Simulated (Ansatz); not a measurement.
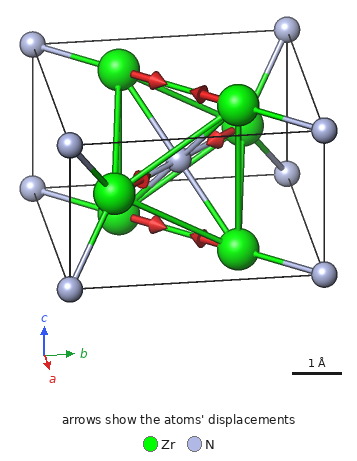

Phonons of a crystal of Zr$_{2}$N at 0.98 times its rest volume, space group P4₂/mnm (No. 136), at the zone centre. The optical levels lie at 43, 183 (×2), 207, 211, 219, 221 (×2), 298, 489 (×2), 550, 568 (×2), 575 cm⁻¹. One mode is drawn. Displacements are drawn as red arrows; their common scale and sign are arbitrary. A ball-and-stick model of the cell of the calculation, seen from a free direction.

Method: DFT LDA, scalar-relativistic, plane waves, PAW in Ansatz 0.2.0. Set-up: plane-wave cutoff 420 eV; k-point mesh 8 × 8 × 12; occupations fermi dirac; smearing width 0.15 eV; no spin polarisation.

The frequencies depend somewhat on the k-mesh and the smearing.

Question: To which level does it belong?

Answer: The level at 298 cm⁻¹. This is the B₂g mode, optical level 7 of 11, counted from below, Raman-active by symmetry. The N atoms stay at rest; atoms of one kind move against one another, with no net shift of their sublattice; of the bonds it mainly stretches Zr–Zr, some lengthening while others shorten.
